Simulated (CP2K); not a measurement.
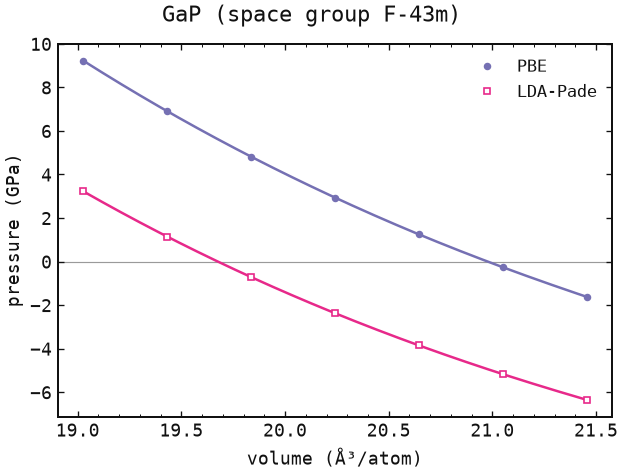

The picture above shows the pressure against volume, with one curve for each functional, for GaP (space group F-43m).

Computed with CP2K 2026.2: DFT in Gaussian orbitals with a plane-wave density, no spin polarisation; energies at scaled volumes of the given cell, shape and fractions fixed, counted from the fit's minimum, third-order Birch-Murnaghan fit. All runs: no spin polarisation.

| setting | value |
| --- | --- |
| k mesh | 8×8×8 |
| occupations | Fermi–Dirac |
| density cutoff | 6123 eV |

Settings that differ: PBE: potentials GTH-PBE-with-UZH-TZVP-basis, smearing width 0.05 eV; LDA-Pade: potentials GTH-PADE-with-UZH-TZVP-basis, smearing width 0.01 eV.

Order the curves by fitted equilibrium volume, smallest first.

LDA-Pade 19.676, PBE 20.977 Å³/atom.

Order the curves by fitted bulk modulus, smallest first.

PBE 75.8, LDA-Pade 89.3 GPa.

For PBE: read off the course of the pressure.

It falls from 9.23 GPa at volume 19.03 Å³/atom to −1.62 GPa at 21.45 Å³/atom, and changes sign near 20.98 Å³/atom.

For LDA-Pade: how does the pressure vary with volume?

It falls from 3.23 GPa at volume 19.03 Å³/atom to −6.35 GPa at 21.45 Å³/atom, and changes sign near 19.68 Å³/atom.
